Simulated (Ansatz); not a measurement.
```
Ti H
1.0
     4.32202    0.00000    0.00000
     0.00000    0.00000   -4.32202
     0.00000    4.32202    0.00000
Ti H
4 4
Direct
  0.50000 0.50000 0.00000
  0.00000 0.50000 0.50000
  0.00000 0.00000 0.00000
  0.50000 0.00000 0.50000
  0.25000 0.75000 0.25000
  0.75000 0.75000 0.75000
  0.75000 0.25000 0.25000
  0.25000 0.25000 0.75000
```

Space group F-43m; started from the zinc blende_216 prototype, which need not be the ambient phase; computed without spin polarisation.

Theory: Ansatz, DFT r2SCAN, scalar-relativistic, plane waves, PAW.

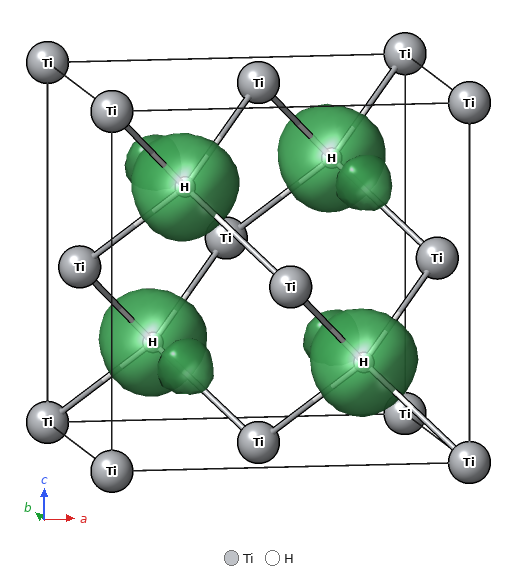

TiH. Isosurface of the electron localisation function at 0.75 (green), seen slightly off an axis. Core shells and regions of very low density are left out. Sticks mark near contacts.

**Where are the electrons localised?**

At this value the surface marks out four regions around hydrogen nuclei and four pockets between the atoms, centred on no nucleus (multi-centre or interstitial), counted in one cell of 8 atoms. Regions shared between cells count once.

Values along the shortest contacts:
Ti–H (1.87 Å): the ELF climbs to about 1 towards the hydrogen.
